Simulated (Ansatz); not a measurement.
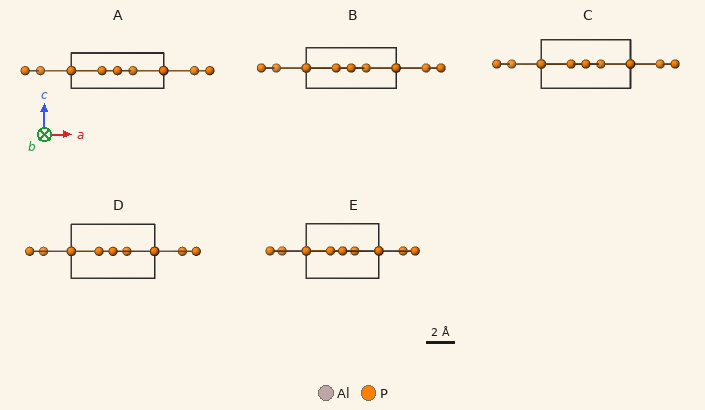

5 geometries from one relaxation of solid AlP5 (a generated structure, set up in P6/mmm) (coarse preliminary run), in shuffled order. The picture is a ball-and-stick view of the cell of the calculation, seen along the b axis.

Computed with DFT PBE, scalar-relativistic, plane waves, PAW (Ansatz). Settings: plane-wave cutoff 420 eV; k-point mesh 3 × 3 × 4; occupations gaussian; smearing width 0.1 eV; no spin polarisation; cell and atoms relaxed; force threshold 0.04 eV/Å; at most 70 steps.

Question: Put them in the order of the run, from the start to the converged end.

Answer: E, D, C, B, A. They are steps 0, 3, 6, 9, 17, at +2346 meV per atom, +649 meV per atom, +436 meV per atom, +221 meV per atom relative to the last. Over 15 accepted moves (17 points after the start) the energy falls by 2346 meV per atom. All forces vanish by symmetry, so only the cell relaxes. The pressure goes from 57.83 to 0.02 GPa. The SCF was repeated twice at an unchanged geometry on a basis and grid sized afresh for the cell, which shifted the energy by 35.7 meV per atom at most. No atom moves by more than 0.005 Å relative to the cell. Cell: a = b 6.018 → 7.656 Å (+27.2 %), c 3.928 → 2.532 Å (−35.5 %). Volume +4.3 %. Among the contacts that change: P–P 3.928 → 2.532 Å, Al–Al 3.928 → 2.532 Å, Al–P 3.009 → 3.828 Å, P–P 1.737 → 2.210 Å. The space group stays P6/mmm (No. 191).

Limits of the set-up: the k-point mesh is coarse for a cell with partly filled bands.
